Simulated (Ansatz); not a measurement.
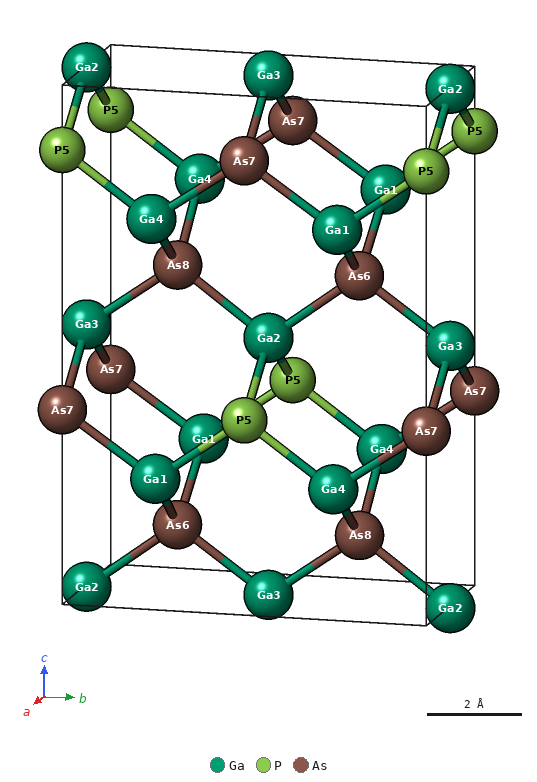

Figure 1. The structure of run 1 (ball-and-stick view of the cell 2 times as large as that of the calculation, set on its symmetry axes, seen slightly off an axis; atoms are numbered from 1 in the order of the input). An atom can appear more than once, as a periodic image. Near neighbours in the periodic cell (some may lie outside the picture): Ga has 3 As at 2.48 Å and 1 P at 2.41 Å; Ga has 2 As at 2.49 Å and 2 P at 2.43 Å; Ga has 4 As at 2.46 Å; P has 4 Ga at 2.41 to 2.43 Å; As has 4 Ga at 2.46 to 2.49 Å.

**Two runs on Ga4As3P**

System: Ga4As3P (8 atoms in the cell).
Method of run 1: DFT PBE, scalar-relativistic, plane waves, PAW, no spin polarisation (Ansatz 0.2.0).

The structure was made by a generator, so it may or may not be a known phase. Text and figures count atoms from 1; the logs count them from 0 in places.

### Input file, run 1
```yaml
crystal:
  lattice:
    - [4.0191007, 0.0, 0.0]
    - [0.0, 4.0191657, 5.6854286]
    - [0.0, -4.0191657, 5.6854286]
  atoms:
    - { symbol: Ga, position: [0.0, 0.507654, 0.996992] }
    - { symbol: Ga, position: [0.5, 0.995261, 0.995261] }
    - { symbol: Ga, position: [0.5, 0.500264, 0.500264] }
    - { symbol: Ga, position: [0.0, 0.996992, 0.507654] }
    - { symbol: P, position: [0.0, 0.874994, 0.874994] }
    - { symbol: As, position: [0.5, 0.374842, 0.875212] }
    - { symbol: As, position: [0.0, 0.374782, 0.374782] }
    - { symbol: As, position: [0.5, 0.875212, 0.374842] }
basis:
  ecutwfc: 420
kpoints:
  mp_grid: { grid: [10, 6, 6] }
hamiltonian:
  xc: pbe
scf:
  occupations: { method: fixed }
output:
  forces: true
  stress: true
  eigenvalues: true
relax:
  adjacent_minimum: "off"
  f_tol: 0.001
  max_steps: 60
  cell: { stress_tol: 0.01 }
```

Launched with:
```bash
ansatz run input.yaml --threads 4 --pin off --max-ram 8192MiB --backend cpu --events-out ev --progress --plain --runs-dir out
```

Hardware: 4 threads of Arm Neoverse V1, 24 GiB of memory available, shared host.

### Output, shortened to warnings, some set-up lines, iterations and results (run 1)
```
Basis set: ecut = 420 eV, 3599 PW (Γ), exchange–correlation on 54×96×96 points (8 copies of the dense FFT grid, shifted against one another)
Symmetry: 4 space group operations
k-points: 78 of 360 (time reversal used)
Initial density: superposition of atomic densities (neutral atoms: chi_scale 0, normalization atom), corrected by the library's trained network
[...]
SCF iter   1: F=—  HF=-30459.087092 eV  |F-HF|=—  |Δ(HF+E_count)|=         —  Δρ=1.76e-3  dr2=1.02e-2  ethr=1.77e-3  ⟨swp⟩=5.1  Hψ=15491  notcnv=0  defer=628
SCF iter   2: F=—  HF=-30459.080879 eV  |F-HF|=—  |Δ(HF+E_count)|=   6.21e-3  Δρ=1.02e-3  dr2=2.68e-3  ethr=9.96e-6  ⟨swp⟩=2.6  Hψ=8647  notcnv=0  defer=702
SCF iter   3: F=—  HF=-30459.080743 eV  |F-HF|=—  |Δ(HF+E_count)|=   1.36e-4  Δρ=4.88e-4  dr2=6.44e-4  ethr=2.62e-6  ⟨swp⟩=2.0  Hψ=7387  notcnv=0  defer=701
SCF iter   4: F=—  HF=-30459.080734 eV  |F-HF|=—  |Δ(HF+E_count)|=   9.45e-6  Δρ=1.92e-4  dr2=9.75e-5  ethr=6.31e-7  ⟨swp⟩=2.0  Hψ=7349  notcnv=0  defer=693
SCF iter   5: F=—  HF=-30459.080819 eV  |F-HF|=—  |Δ(HF+E_count)|=   8.52e-5  Δρ=5.66e-5  dr2=6.55e-6  ethr=9.56e-8  ⟨swp⟩=2.0  Hψ=7259  notcnv=0  defer=635
[... 21 lines ...]
SCF iter   5: F=—  HF=-30459.080834 eV  |F-HF|=—  |Δ(HF+E_count)|=  2.55e-11  Δρ=6.44e-8  dr2=6.59e-12  ethr=1.00e-12  ⟨swp⟩=1.0  Hψ=4412  notcnv=0  defer=658
SCF iter   6: F=—  HF=-30459.080834 eV  |F-HF|=—  |Δ(HF+E_count)|=  3.64e-12  Δρ=7.60e-8  dr2=6.37e-12  ethr=1.00e-12  ⟨swp⟩=13.6  Hψ=29599  notcnv=0
SCF iter   7: F=-30459.080834 eV  HF=-30459.080834 eV  |F-HF|=3.64e-12  |Δ(HF+E_count)|=  3.64e-12  Δρ=1.94e-8  dr2=4.66e-13  ethr=1.00e-12  ⟨swp⟩=4.1  Hψ=20546  notcnv=0
SCF 4 converged in 7 iterations: F = -30459.080834 eV  dr2 = 4.66e-13
relax step   4: F+E_penalty+E_count = -30459.08083354 eV  Δ(F+E_penalty+E_count) = -1.961e-6 eV  max|allowed force component| = 3.954e-4 eV/Å  Δτ_max = 0.0000 Å  P = -0.000 …
basis re-selected at this cell: Δ(F+E_penalty+E_count) = -1.961e-6 eV, ΔP = -0.000 GPa vs the last step (what re-selecting the basis moved, of the pressure what is left beyond the Pulay correction that the steps carried, after the strain that the cell walked since its last selection, with what the …
SCF converged after 7 iterations
Free energy (F): -30459.080834 eV
Harris-Foulkes:  -30459.080834 eV  (|F-HF|=3.64e-12)
Internal energy: -30459.080834 eV  (E = F + TS)
E sigma→0 (E₀):  -30459.080834 eV
Fermi energy:    7.415745 eV
--- Per-component energies (eV) ---
  E_band       = -1046.160613
  E_kinetic    = 839.782643
  E_local      = -14514.622693  (includes V_loc(G=0)·N_el)
  E_nonlocal   = -278.543102
  E_hartree    = 7197.267685
  E_xc         = -573.728536
  E_vxc        = -528.209446  (∫ρ·V_xc dr)
  E_paw        = -14031.889151  (= ΣΔE_a)
  E_vpaw       = -959.103029  (= ΣTr[D̂ρ^β])
  E_aug_tail   = -0.000413  (compensation charges beyond the density's cutoff)
  E_ewald      = -9097.347265
  E_smearing   = -0.000000  (= −TS)
  E_closure    = 0.000000  (closes the sum)
  Σ components = -30459.080834   (vs F -30459.080834, Δ=0.00e0)
--- Forces (eV/Å), atoms counted from 1 ---
  atom   1  Ga    -0.00000000    -0.00012146    -0.00006375
  atom   2  Ga    -0.00000000     0.00000000     0.00020322
  atom   3  Ga    -0.00000000     0.00000000     0.00019551
  atom   4  Ga    -0.00000000     0.00012146    -0.00006375
  atom   5  P      0.00000000    -0.00000000    -0.00039534
  atom   6  As     0.00000000     0.00024720     0.00008174
  atom   7  As     0.00000000    -0.00000000    -0.00003928
  atom   8  As     0.00000000    -0.00024720     0.00008174
  max |Σ_I F_I| component: 1.00e-7 eV/Å
--- Stress (GPa, compression-positive) ---
        0.000461       0.000000       0.000000
        0.000000      -0.000137      -0.000000
        0.000000      -0.000000      -0.000593
  P = ⅓ Tr σ = -0.0001 GPa (-0.001 kbar)
--- Relaxed structure (3 steps of the walk, 3 accepted, 1 SCFs on fresh bases) ---
  F+E_penalty+E_count = -30459.08083354 eV   max|allowed force component| = 3.954e-4 eV/Å   (the final SCF, on the basis selected at the relaxed cell)
  cell:  # Å, volume = 183.6907 Å³
    - [4.018871961356647, -1.3072378224243872e-32, -5.3787389568503436e-33]
[...]
```

The input of run 2 differs as follows (lines with − go, lines with + come):
```diff
-basis:
-  ecutwfc: 420
+  eigensolver: { kind: davidson }
+accuracy: medium
```

What does this change do to the results?

The energy doesn't change within 0.01 meV per atom. The SCF takes 27 iterations over all geometry steps against 23. On the same kind of shared host run 2 took about 1.8 times as long.

### Output, shortened to warnings, some set-up lines, iterations and results (run 2)
```
Basis set: ecut = 420 eV, 3599 PW (Γ), exchange–correlation on 54×96×96 points (8 copies of the dense FFT grid, shifted against one another)
Symmetry: 4 space group operations
k-points: 78 of 360 (time reversal used)
Initial density: superposition of atomic densities (neutral atoms: chi_scale 0, normalization atom), corrected by the library's trained network
[...]
SCF iter   1: F=—  HF=-30459.080956 eV  |F-HF|=—  |Δ(HF+E_count)|=         —  Δρ=1.71e-3  dr2=9.80e-3  ethr=1.77e-3  ⟨swp⟩=7.6  Hψ=19959  notcnv=0
SCF iter   2: F=—  HF=-30459.080604 eV  |F-HF|=—  |Δ(HF+E_count)|=   3.52e-4  Δρ=8.69e-4  dr2=2.46e-3  ethr=9.61e-6  ⟨swp⟩=4.9  Hψ=14143  notcnv=0  defer=17
SCF iter   3: F=—  HF=-30459.080724 eV  |F-HF|=—  |Δ(HF+E_count)|=   1.20e-4  Δρ=3.07e-4  dr2=2.96e-4  ethr=2.42e-6  ⟨swp⟩=3.1  Hψ=13079  notcnv=0  defer=3
SCF iter   4: F=—  HF=-30459.080761 eV  |F-HF|=—  |Δ(HF+E_count)|=   3.64e-5  Δρ=1.38e-4  dr2=6.14e-5  ethr=2.90e-7  ⟨swp⟩=3.2  Hψ=15537  notcnv=0
SCF iter   5: F=—  HF=-30459.080822 eV  |F-HF|=—  |Δ(HF+E_count)|=   6.10e-5  Δρ=5.09e-5  dr2=3.45e-6  ethr=3.01e-9  ⟨swp⟩=4.0  Hψ=25944  notcnv=0
[... 25 lines ...]
SCF iter   8: F=—  HF=-30459.080834 eV  |F-HF|=—  |Δ(HF+E_count)|=  1.09e-11  Δρ=1.13e-7  dr2=1.09e-11  ethr=1.00e-12  ⟨swp⟩=2.0  Hψ=10686  notcnv=0
SCF iter   9: F=—  HF=-30459.080834 eV  |F-HF|=—  |Δ(HF+E_count)|=  7.28e-12  Δρ=1.32e-7  dr2=1.41e-11  ethr=1.00e-12  ⟨swp⟩=2.0  Hψ=10686  notcnv=0
SCF iter  10: F=-30459.080834 eV  HF=-30459.080834 eV  |F-HF|=7.28e-12  |Δ(HF+E_count)|=  7.28e-12  Δρ=6.63e-9  dr2=4.58e-14  ethr=1.00e-12  ⟨swp⟩=2.0  Hψ=10686  notcnv=0
SCF 4 converged in 10 iterations: F = -30459.080834 eV  dr2 = 4.58e-14
relax step   4: F+E_penalty+E_count = -30459.08083363 eV  Δ(F+E_penalty+E_count) = -2.180e-6 eV  max|allowed force component| = 3.978e-4 eV/Å  Δτ_max = 0.0000 Å  P = -0.000 …
basis re-selected at this cell: Δ(F+E_penalty+E_count) = -2.180e-6 eV, ΔP = +0.000 GPa vs the last step (what re-selecting the basis moved, of the pressure what is left beyond the Pulay correction that the steps carried, after the strain that the cell walked since its last selection, with what the …
SCF converged after 10 iterations
Free energy (F): -30459.080834 eV
Harris-Foulkes:  -30459.080834 eV  (|F-HF|=7.28e-12)
Internal energy: -30459.080834 eV  (E = F + TS)
E sigma→0 (E₀):  -30459.080834 eV
Fermi energy:    7.415702 eV
--- Per-component energies (eV) ---
  E_band       = -1046.164338
  E_kinetic    = 839.782284
  E_local      = -14514.635792  (includes V_loc(G=0)·N_el)
  E_nonlocal   = -278.543091
  E_hartree    = 7197.272485
  E_xc         = -573.728348
  E_vxc        = -528.209192  (∫ρ·V_xc dr)
  E_paw        = -14031.889201  (= ΣΔE_a)
  E_vpaw       = -959.103121  (= ΣTr[D̂ρ^β])
  E_aug_tail   = -0.000413  (compensation charges beyond the density's cutoff)
  E_ewald      = -9097.338757
  E_smearing   = -0.000000  (= −TS)
  E_closure    = -0.000000  (closes the sum)
  Σ components = -30459.080834   (vs F -30459.080834, Δ=0.00e0)
--- Forces (eV/Å), atoms counted from 1 ---
  atom   1  Ga     0.00000000    -0.00014797    -0.00006791
  atom   2  Ga     0.00000000     0.00000000     0.00024095
  atom   3  Ga     0.00000000     0.00000000     0.00018864
  atom   4  Ga     0.00000000     0.00014797    -0.00006791
  atom   5  P      0.00000000     0.00000000    -0.00039776
  atom   6  As    -0.00000000     0.00023952     0.00007564
  atom   7  As     0.00000000     0.00000000    -0.00004704
  atom   8  As    -0.00000000    -0.00023952     0.00007564
  max |Σ_I F_I| component: 2.38e-7 eV/Å
--- Stress (GPa, compression-positive) ---
        0.000251      -0.000000       0.000000
       -0.000000      -0.000376       0.000000
        0.000000       0.000000      -0.000803
  P = ⅓ Tr σ = -0.0003 GPa (-0.003 kbar)
--- Relaxed structure (3 steps of the walk, 3 accepted, 1 SCFs on fresh bases) ---
  F+E_penalty+E_count = -30459.08083363 eV   max|allowed force component| = 3.978e-4 eV/Å   (the final SCF, on the basis selected at the relaxed cell)
  cell:  # Å, volume = 183.6913 Å³
    - [4.018876719672386, -1.3072378224243872e-32, -3.268094556060968e-33]
[...]
```

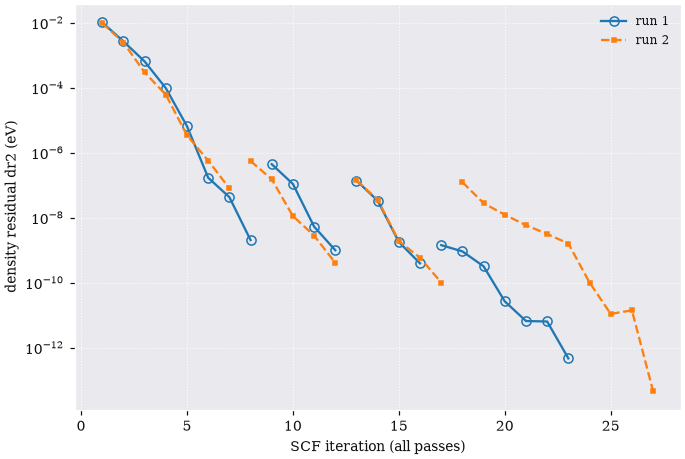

Figure 2. Convergence of the two runs: density residual dr2 against the SCF iteration. A break in a curve parts two SCF passes. Run 1 takes 23 iterations in all, and run 2 takes 27.

### The two runs side by side

```csv
quantity,run 1,run 2
outcome,converged,converged
free energy per atom (eV),−3807.3851,−3807.3851
gap on the mesh (eV),0.44,0.44
pressure (GPa),0.00,0.00
largest force (eV/Å),0.000,0.000
SCF iterations,23,27
irreducible k-points,78,78
wall time (shared host),2.1 min,3.7 min
```
